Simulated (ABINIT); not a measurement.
TiB₂: geometry relaxation (part 3 of 3)

Continued. System: TiB₂ (P6/mmm, 3 atoms in the cell). Method: Kohn-Sham DFT of a periodic cell, PBE with D2, JTH PAW PBE v2.0, no spin polarisation (ABINIT 10.8.3); cutoff 408.17 eV, 10×10×8 k-mesh, fermi-dirac of 0.05 eV. The structure derives from an entry of the Crystallography Open Database.

Geometry of the input (Å; fractional positions):
```
3.0292  0.0000  0.0000
-1.5146  2.6234  0.0000
0.0000  0.0000  3.2284
Ti 0.0000  0.0000  0.0000
B  0.6667  0.3333  0.5000
B  0.3333  0.6667  0.5000
```

The program's output, continued:
```
 Cartesian coordinates (xcart) [bohr]
 -7.67108958346061E-30  5.03375279707336E-29  0.00000000000000E+00
  2.85129589396270E+00  1.64619645189886E+00  3.01039335465250E+00
 -3.32062305498306E-11  3.29239290379771E+00  3.01039335465250E+00
 Reduced coordinates (xred)
  3.75115325403057E-30  1.01926935700111E-29  0.00000000000000E+00
  6.66666666666666E-01  3.33333333333333E-01  5.00000000000000E-01
  3.33333333333333E-01  6.66666666666666E-01  5.00000000000000E-01
 Cartesian forces (fcart) [Ha/bohr]; max,rms= 1.09045E-28 5.14044E-29 (free atoms)
 -0.00000000000000E+00 -0.00000000000000E+00 -0.00000000000000E+00
 -0.00000000000000E+00  1.09045115081231E-28 -0.00000000000000E+00
 -0.00000000000000E+00 -1.09045115081231E-28 -0.00000000000000E+00
 Gradient of E wrt nuclear positions in reduced coordinates (gred)
  0.00000000000000E+00 -0.00000000000000E+00  0.00000000000000E+00
 -0.00000000000000E+00 -5.38529044630877E-28 -0.00000000000000E+00
  0.00000000000000E+00  5.38529044630877E-28  0.00000000000000E+00
 Scale of Primitive Cell (acell) [bohr]
  5.70259178795862E+00  5.70259178790721E+00  6.02078670930501E+00
 Real space primitive translations (rprimd) [bohr]
  5.70259178795862E+00  0.00000000000000E+00  0.00000000000000E+00
 -2.85129589402912E+00  4.93858935569657E+00  0.00000000000000E+00
  0.00000000000000E+00  0.00000000000000E+00  6.02078670930501E+00
 Unitary Cell Volume (ucvol) [Bohr^3]=  1.69561965710090E+02
 Angles (23,13,12)= [degrees]
  9.00000000000000E+01  9.00000000000000E+01  1.20000000000876E+02
 Lengths [Bohr]
  5.70259178795862E+00  5.70259178790721E+00  6.02078670930501E+00
 Stress tensor in cartesian coordinates (strten) [Ha/bohr^3]
 -1.10460144773228E-05  2.13858220540739E-13  0.00000000000000E+00
  2.13858220540739E-13 -1.10460137206850E-05  0.00000000000000E+00
  0.00000000000000E+00  0.00000000000000E+00  2.64067659556597E-06
 Total energy (etotal) [Ha]= -6.45284713711472E+01

 Difference of energy with previous step (new-old):
           Absolute (Ha)=-5.32514E-06
           Relative     =-8.25239E-08

--- Iteration: ( 5/60) Internal Cycle: (1/1)
--------------------------------------------------------------------------------

---SELF-CONSISTENT-FIELD CONVERGENCE--------------------------------------------

--- !BeginCycle
iteration_state: {dtset: 1, itime: 5, icycle: 1, }
solver: {iscf: 17, nstep: 100, nline: 4, wfoptalg: 10, }
tolerances: {tolvrs: 1.00E-09, }
...

     iter   Etot(hartree)      deltaE(h)  residm     nres2
 ETOT  1  -64.528475963710    -6.453E+01 4.667E-06 1.436E-03
 ETOT  2  -64.528474443163     1.521E-06 2.407E-06 6.416E-04
 ETOT  3  -64.528472290638     2.153E-06 1.699E-06 4.732E-05
 ETOT  4  -64.528472287948     2.690E-09 1.397E-06 1.327E-06
 ETOT  5  -64.528472294584    -6.636E-09 1.347E-07 2.112E-07
 ETOT  6  -64.528472294328     2.568E-10 3.005E-07 2.024E-09
 ETOT  7  -64.528472294375    -4.708E-11 3.293E-07 2.817E-10

 At SCF step    7       nres2   =  2.82E-10 < tolvrs=  1.00E-09 =>converged.

 Cartesian components of stress tensor (hartree/bohr^3)
  sigma(1 1)= -7.15342870E-07  sigma(3 2)=  0.00000000E+00
  sigma(2 2)= -7.15342114E-07  sigma(3 1)=  0.00000000E+00
  sigma(3 3)= -6.51398509E-07  sigma(2 1)=  2.13738338E-13

--- !ResultsGS
iteration_state: {dtset: 1, itime: 5, icycle: 1, }
comment   : Summary of ground state results
lattice_vectors:
- [  5.7051755,   0.0000000,   0.0000000, ]
- [ -2.8525878,   4.9408269,   0.0000000, ]
- [  0.0000000,   0.0000000,   6.0185101, ]
lattice_lengths: [   5.70518,    5.70518,    6.01851, ]
lattice_angles: [ 90.000,  90.000, 120.000, ] # degrees, (23, 13, 12)
lattice_volume:   1.6965148E+02
convergence: {deltae: -4.708E-11, res2:  2.817E-10, residm:  3.293E-07, diffor: null, }
etotal    :  -6.45284723E+01
entropy   :   0.00000000E+00
fermie    :   3.73405529E-01
cartesian_stress_tensor: # hartree/bohr^3
- [ -7.15342870E-07,   2.13738338E-13,   0.00000000E+00, ]
- [  2.13738338E-13,  -7.15342114E-07,   0.00000000E+00, ]
- [  0.00000000E+00,   0.00000000E+00,  -6.51398509E-07, ]
pressure_GPa:   2.0419E-02
xred      :
- [  3.6183E-30,   1.0267E-29,   0.0000E+00, Ti]
- [  6.6667E-01,   3.3333E-01,   5.0000E-01,  B]
- [  3.3333E-01,   6.6667E-01,   5.0000E-01,  B]
cartesian_forces: # hartree/bohr
- [ -7.86608937E-29,  -8.17467987E-29,  -0.00000000E+00, ]
- [  6.29287150E-29,  -5.44978658E-29,  -0.00000000E+00, ]
- [  1.57321787E-29,   1.36244664E-28,  -0.00000000E+00, ]
force_length_stats: {min:   8.32468650E-29, max:   1.37149955E-28, mean:   1.11281058E-28, }
...

 Integrated electronic density in atomic spheres:
 ------------------------------------------------
 Atom  Sphere_radius  Integrated_density
    1        2.30803         10.40300864
    2        1.70617          1.95371024
    3        1.70617          1.95371024

---OUTPUT-----------------------------------------------------------------------

 Cartesian coordinates (xcart) [bohr]
 -8.64312931211723E-30  5.07255666894263E-29  0.00000000000000E+00
  2.85258775237148E+00  1.64694230669891E+00  3.00925504726693E+00
 -3.32205156106476E-11  3.29388461339781E+00  3.00925504726693E+00
 Reduced coordinates (xred)
  3.61834447591869E-30  1.02666147812426E-29  0.00000000000000E+00
  6.66666666666666E-01  3.33333333333333E-01  5.00000000000000E-01
  3.33333333333333E-01  6.66666666666666E-01  5.00000000000000E-01
 Cartesian forces (fcart) [Ha/bohr]; max,rms= 1.36245E-28 6.54983E-29 (free atoms)
 -7.86608936891364E-29 -8.17467986652669E-29 -0.00000000000000E+00
  6.29287149513092E-29 -5.44978657756811E-29 -0.00000000000000E+00
  1.57321787378273E-29  1.36244664440948E-28 -0.00000000000000E+00
 Gradient of E wrt nuclear positions in reduced coordinates (gred)
  4.48774203859064E-28  1.79509681543626E-28  0.00000000000000E+00
 -3.59019363087252E-28  4.48774203859065E-28 -0.00000000000000E+00
 -8.97548407718130E-29 -6.28283885402690E-28 -0.00000000000000E+00
 Scale of Primitive Cell (acell) [bohr]
  5.70517550477618E+00  5.70517550472475E+00  6.01851009453386E+00
 Real space primitive translations (rprimd) [bohr]
  5.70517550477618E+00  0.00000000000000E+00  0.00000000000000E+00
 -2.85258775243792E+00  4.94082692009672E+00  0.00000000000000E+00
  0.00000000000000E+00  0.00000000000000E+00  6.01851009453386E+00
 Unitary Cell Volume (ucvol) [Bohr^3]=  1.69651476122123E+02
 Angles (23,13,12)= [degrees]
  9.00000000000000E+01  9.00000000000000E+01  1.20000000000876E+02
 Lengths [Bohr]
  5.70517550477618E+00  5.70517550472475E+00  6.01851009453386E+00
 Stress tensor in cartesian coordinates (strten) [Ha/bohr^3]
 -7.15342870119540E-07  2.13738338111718E-13  0.00000000000000E+00
  2.13738338111718E-13 -7.15342113905004E-07  0.00000000000000E+00
  0.00000000000000E+00  0.00000000000000E+00 -6.51398508792755E-07
 Total energy (etotal) [Ha]= -6.45284722943746E+01

 Difference of energy with previous step (new-old):
           Absolute (Ha)=-9.23227E-07
           Relative     =-1.43073E-08

 At Broyd/MD step   5, gradients are converged :
  max grad (force/stress) = 7.1534E-05 < tolmxf= 1.0000E-04 ha/bohr (free atoms)

================================================================================

 ----iterations are completed or convergence reached----

 Mean square residual over all n,k,spin=   51.049E-11; max=  32.931E-08
 reduced coordinates (array xred) for    3 atoms
       0.000000000000      0.000000000000      0.000000000000
       0.666666666667      0.333333333333      0.500000000000
       0.333333333333      0.666666666667      0.500000000000
 rms dE/dt=  4.3045E-28; max dE/dt=  2.6926E-28; dE/dt below (all hartree)
    1       0.000000000000      0.000000000000      0.000000000000
    2      -0.000000000000      0.000000000000      0.000000000000
    3      -0.000000000000     -0.000000000000      0.000000000000

 cartesian coordinates (angstrom) at end:
    1     -0.00000000000000     0.00000000000000     0.00000000000000
    2      1.50952442963192     0.87152433578583     1.59242919172817
    3     -0.00000000001758     1.74304867157166     1.59242919172817

 cartesian forces (hartree/bohr) at end:
    1     -0.00000000000000    -0.00000000000000    -0.00000000000000
    2      0.00000000000000    -0.00000000000000    -0.00000000000000
    3      0.00000000000000     0.00000000000000    -0.00000000000000
 frms,max,avg= 6.5498283E-29 1.3624466E-28   0.000E+00  0.000E+00  0.000E+00 h/b

 cartesian forces (eV/Angstrom) at end:
    1     -0.00000000000000    -0.00000000000000    -0.00000000000000
    2      0.00000000000000    -0.00000000000000    -0.00000000000000
    3      0.00000000000000     0.00000000000000    -0.00000000000000
 frms,max,avg= 3.3680571E-27 7.0059823E-27   0.000E+00  0.000E+00  0.000E+00 e/A
 length scales=  5.705175504776  5.705175504725  6.018510094534 bohr
              =  3.019048859281  3.019048859254  3.184858383456 angstroms
 Fermi (or HOMO) energy (hartree) =   0.37341   Average Vxc (hartree)=  -0.45991
 Eigenvalues (hartree) for nkpt=  70  k points:
 kpt#   1, nband= 13, wtk=  0.00125, kpt=  0.0000  0.0000  0.0000 (reduced coord)
  -1.71378   -0.84460   -0.83350   -0.83350   -0.12449    0.27604    0.27604    0.29446
   0.29725    0.44819    0.44819    0.51621    0.51621
      occupation numbers for kpt#   1
   2.00000    2.00000    2.00000    2.00000    2.00000    2.00000    2.00000    2.00000
   2.00000    0.00000    0.00000    0.00000    0.00000
 prteigrs : prtvol=0 or 1, do not print more k-points.

--- !EnergyTerms
iteration_state     : {dtset: 1, itime: 5, icycle: 1, }
comment             : Components of total free energy in Hartree
kinetic             :  1.14701810792398E+01
hartree             :  1.13841547077732E+01
xc                  : -5.64076299931449E+00
Ewald energy        : -5.16571230109758E+01
psp_core            :  3.59528464960224E+00
local_psp           : -3.38558253034553E+01
PAW spherical_terms :  2.14910045082700E-01
VdWaals_dft_d       : -3.90414115190469E-02
internal            : -6.45282222435668E+01
'-kT*entropy'       : -2.51046024305612E-04
total_energy        : -6.45284732895911E+01
total_energy_eV     : -1.75590921054653E+03
...

--- !EnergyTermsDC
iteration_state     : {dtset: 1, itime: 5, icycle: 1, }
comment             : '"Double-counting" decomposition of free energy'
band_energy         : -6.71373804388879E+00
Ewald energy        : -5.16571230109758E+01
psp_core            :  3.59528464960224E+00
xc_dc               : -1.03941857731275E+01
PAW spherical_terms :  6.80582341558607E-01
VdWaals_dft_d       : -3.90414115190469E-02
internal            : -6.45282212483503E+01
'-kT*entropy'       : -2.51046024305612E-04
total_energy_dc     : -6.45284722943746E+01
total_energy_dc_eV  : -1.75590918346531E+03
...

--- !EnergyTermsWithPAWCore
iteration_state     : {dtset: 1, itime: 5, icycle: 1, }
comment             : 'Components of total free energy, including PAW core contributions'
Total energy        : -9.03663987974242E+02
Total energy DC     : -9.03663986979026E+02
Total energy (eV)   : -2.45899498133506E+04
Total energy DC (eV): -2.45899497862694E+04
...

 Cartesian components of stress tensor (hartree/bohr^3)
  sigma(1 1)= -7.15342870E-07  sigma(3 2)=  0.00000000E+00
  sigma(2 2)= -7.15342114E-07  sigma(3 1)=  0.00000000E+00
  sigma(3 3)= -6.51398509E-07  sigma(2 1)=  2.13738338E-13

-Cartesian components of stress tensor (GPa)         [Pressure=  2.0419E-02 GPa]
- sigma(1 1)= -2.10461139E-02  sigma(3 2)=  0.00000000E+00
- sigma(2 2)= -2.10460916E-02  sigma(3 1)=  0.00000000E+00
- sigma(3 3)= -1.91648058E-02  sigma(2 1)=  6.28839901E-09

== END DATASET(S) ==============================================================
================================================================================

 -outvars: echo values of variables after computation  --------
            acell      5.7051755048E+00  5.7051755047E+00  6.0185100945E+00 Bohr
           etotal     -6.4528472294E+01
            fcart     -7.8660893689E-29 -8.1746798665E-29 -0.0000000000E+00
                       6.2928714951E-29 -5.4497865776E-29 -0.0000000000E+00
                       1.5732178738E-29  1.3624466444E-28 -0.0000000000E+00
            rprim      1.0000000000E+00  0.0000000000E+00  0.0000000000E+00
                      -5.0000000001E-01  8.6602540378E-01  0.0000000000E+00
                       0.0000000000E+00  0.0000000000E+00  1.0000000000E+00
           strten     -7.1534287012E-07 -7.1534211391E-07 -6.5139850879E-07
                       0.0000000000E+00  0.0000000000E+00  2.1373833811E-13
           xangst     -4.5737470598E-30  2.6842813884E-29  0.0000000000E+00
                       1.5095244296E+00  8.7152433579E-01  1.5924291917E+00
                      -1.7579539784E-11  1.7430486716E+00  1.5924291917E+00
             xred      3.6183444759E-30  1.0266614781E-29  0.0000000000E+00
                       6.6666666667E-01  3.3333333333E-01  5.0000000000E-01
                       3.3333333333E-01  6.6666666667E-01  5.0000000000E-01
 Calculation completed.
```

Trajectory as extended XYZ (Å, eV, eV/Å), 5 frames, from step=0 to step=4:
```
3
Lattice="3.0292 0.0000 0.0000 -1.5146 2.6234 0.0000 0.0000 0.0000 3.2284" Properties=species:S:1:pos:R:3:forces:R:3 step=0 energy=-1755.89941
Ti    0.0000    0.0000    0.0000    0.0000   0.0000   0.0000
B     1.5146    0.8745    1.6142    0.0000   0.0000   0.0000
B     0.0000    1.7489    1.6142    0.0000   0.0000   0.0000
3
Lattice="3.0178 0.0000 0.0000 -1.5089 2.6135 0.0000 0.0000 0.0000 3.2051" Properties=species:S:1:pos:R:3:forces:R:3 step=1 energy=-1755.90770
Ti    0.0000    0.0000    0.0000    0.0000   0.0000   0.0000
B     1.5089    0.8712    1.6025    0.0000   0.0000   0.0000
B     0.0000    1.7423    1.6025    0.0000   0.0000   0.0000
3
Lattice="3.0160 0.0000 0.0000 -1.5080 2.6119 0.0000 0.0000 0.0000 3.1900" Properties=species:S:1:pos:R:3:forces:R:3 step=2 energy=-1755.90901
Ti    0.0000    0.0000    0.0000    0.0000   0.0000   0.0000
B     1.5080    0.8706    1.5950    0.0000   0.0000   0.0000
B     0.0000    1.7413    1.5950    0.0000   0.0000   0.0000
3
Lattice="3.0177 0.0000 0.0000 -1.5088 2.6134 0.0000 0.0000 0.0000 3.1861" Properties=species:S:1:pos:R:3:forces:R:3 step=3 energy=-1755.90916
Ti    0.0000    0.0000    0.0000    0.0000   0.0000   0.0000
B     1.5088    0.8711    1.5930    0.0000   0.0000   0.0000
B     0.0000    1.7423    1.5930    0.0000   0.0000   0.0000
3
Lattice="3.0190 0.0000 0.0000 -1.5095 2.6146 0.0000 0.0000 0.0000 3.1849" Properties=species:S:1:pos:R:3:forces:R:3 step=4 energy=-1755.90918
Ti    0.0000    0.0000    0.0000    0.0000   0.0000   0.0000
B     1.5095    0.8715    1.5924    0.0000   0.0000   0.0000
B     0.0000    1.7430    1.5924    0.0000   0.0000   0.0000
```

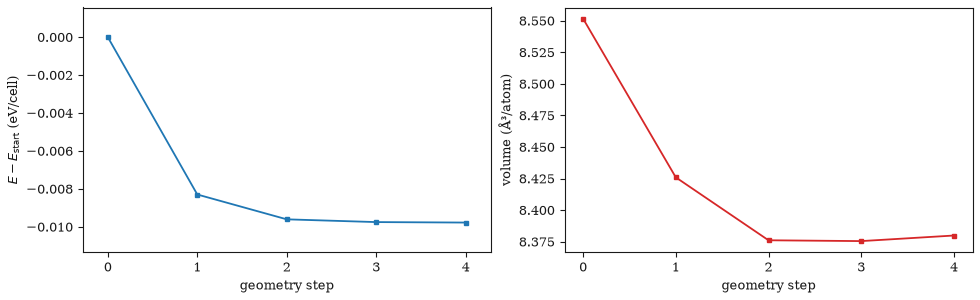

**Figure 1.** Progress of the relaxation, step by step (steps are counted from 0).

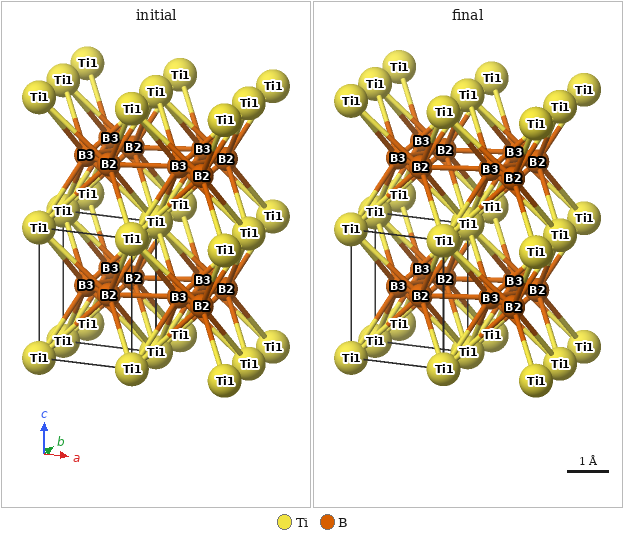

**Figure 2.** Before (left) and after (right) the relaxation, at one scale (ball-and-stick view of the cell of the calculation, repeated 2 × 2 × 2, seen slightly off an axis). The energy falls by 9.8 meV per cell of the calculation in 4 geometry steps. All forces vanish by symmetry, so only the cell relaxes. The atoms keep their places relative to the cell (all moves are under 0.005 Å). Cell: a = b 3.029 → 3.019 Å (−0.3 %), c 3.228 → 3.185 Å (−1.3 %). Volume −2.0 %. Among the contacts that change: Ti1–B2 2.380 → 2.361 Å, B2–B3 1.749 → 1.743 Å. The space group stays P6/mmm (No. 191). (Atoms are counted from 1 in the order of the input.)

Key numbers:

```tsv
quantity	value
outcome	converged
space group (tolerance 0.01 Å)	P6/mmm (191)
electrons treated	18
free energy	−1755.9092 eV
Fermi energy	10.161 eV
gap on the k-point mesh	none (metallic)
pressure	0.02 GPa
final volume	25.14 Å³
largest force (length of the vector) at the end	under 0.001 eV/Å
final cell	a = 3.019 Å, b = 3.019 Å, c = 3.185 Å, α = 90.00°, β = 90.00°, γ = 120.00°
wall time	79 s
peak memory	0.12 GiB
```
